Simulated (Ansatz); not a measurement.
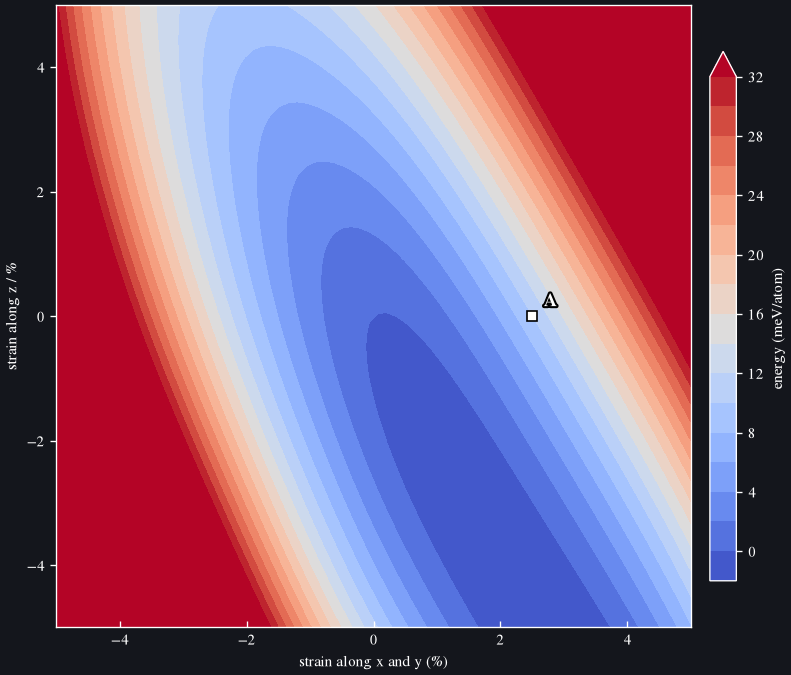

Sn (I4/mmm, No. 139; 1 atom in the cell). The cell is strained homogeneously, by one strain along x and y and another along z, with fractional coordinates fixed (x along [1 0 0], z along [0 0 1] of the conventional cell). First axis: strain along x and y. Second axis: strain along z. The grid has 5 × 5 points. Energies: meV/atom, counted from the unstrained cell. Theory: Ansatz, DFT PBEsol, scalar-relativistic, plane waves, PAW. Settings: cutoff 420 eV, k-mesh 26×26×26, gaussian smearing 0.15 eV, no spin polarisation.

In the figure: filled contours, one colour for all values above the top of the scale, the point A. Between grid points the surface is interpolated.

Which way does the force act at A, and how strong is it?

A, at strain along x and y = 2.5 %, strain along z = 0.0 %, is not a stationary point. The computed force is 8 meV/atom for each 1 % towards smaller values of strain along x and y and 4.6 meV/atom for each 1 % towards smaller values of strain along z.
